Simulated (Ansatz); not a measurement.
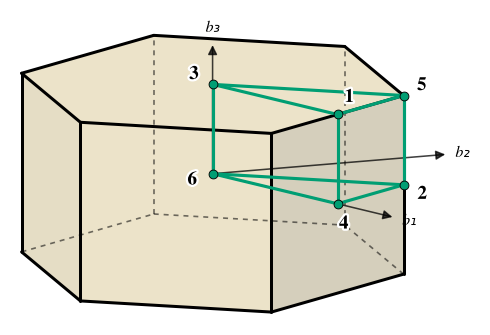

Crystal: Ti, the geometry relaxed at fixed volume with Ansatz, DFT PBE, scalar-relativistic, plane waves, PAW. The first Brillouin zone of a primitive hexagonal lattice (hP; extended symbol hP2) is drawn with its special points numbered. Symmetry computed with spglib at a tolerance of 0.002 Å; standard conventional cell.

a = 2.846 Å, b = 2.846 Å, c = 4.511 Å, α = 90.00°, β = 90.00°, γ = 120.00°.

Labels and path follow the convention of Hinuma et al. (2017), as computed by seekpath; the arrows show the directions of the reciprocal primitive vectors b₁, b₂, b₃, in which coordinates are given.

### Which special point is each number?

```
no.  label      coordinates
  1      L    (1/2, 0, 1/2)
  2      K    (1/3, 1/3, 0)
  3      A      (0, 0, 1/2)
  4      M      (1/2, 0, 0)
  5      H  (1/3, 1/3, 1/2)
  6      Γ        (0, 0, 0)
```
